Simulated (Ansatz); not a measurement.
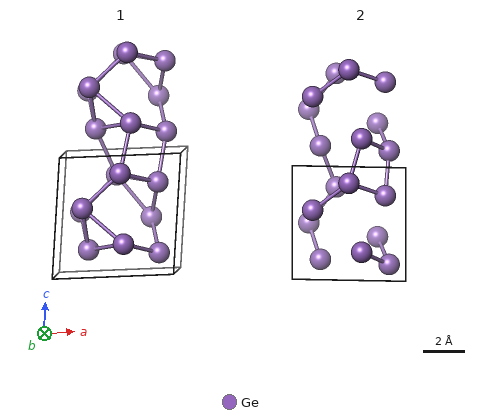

Two geometries of solid Ge (a generated structure, set up in R32) (coarse preliminary run), drawn at one scale. One is the start of a relaxation, the other its converged end. A ball-and-stick model of the cell of the calculation, repeated 1 × 1 × 2 with one cell outlined, seen along the b axis.

Level of theory: DFT PBE, scalar-relativistic, plane waves, PAW (Ansatz 0.2.0). Set-up: plane-wave cutoff 420 eV; k-point mesh 3 × 3 × 3; occupations gaussian; smearing width 0.1 eV; no spin polarisation; cell and atoms relaxed; force threshold 0.04 eV/Å; at most 70 steps.

Question: Which one is relaxed?

Answer: Structure 1 is the relaxed one. The energy falls by 4.620 eV per cell of the calculation in 7 accepted moves (10 points after the start). Largest force component: 2 eV/Å at the start, 0.0076 eV/Å at the end. The pressure goes from 22.80 to 0.03 GPa. The line search rejected the trial step at point 5 of the run. The SCF was repeated twice at an unchanged geometry on a basis and grid sized afresh for the cell, which shifted the energy by 89.5 meV per cell of the calculation at most. The largest moves relative to the cell, 0.32 Å, are those of Ge atoms. The drawn cell changes as follows: a = b = c 5.596 → 5.987 Å (+7.0 %), α 91.1° → 84.2°, β 91.1° → 84.2°, γ 91.1° → 84.2°; the volume changes by +20.8 %. Near-neighbour distances that change, for instance: Ge–Ge 3.209 → 2.707 Å, Ge–Ge 2.317 → 2.705 Å, Ge–Ge 2.288 → 2.570 Å, Ge–Ge 2.313 → 2.577 Å. Among the angles between lasting bonds that change: Ge–Ge–Ge 124.4° → 113.9°, Ge–Ge–Ge 101.9° → 109.4°, Ge–Ge–Ge 87.5° → 94.8°. The space group stays R32 (No. 155). Cost: 2.2 min on 1 thread of Arm Neoverse V1, on a shared host, peak memory 0.44 GiB.

Limits of the set-up: the k-point mesh is coarse for a cell with partly filled bands.
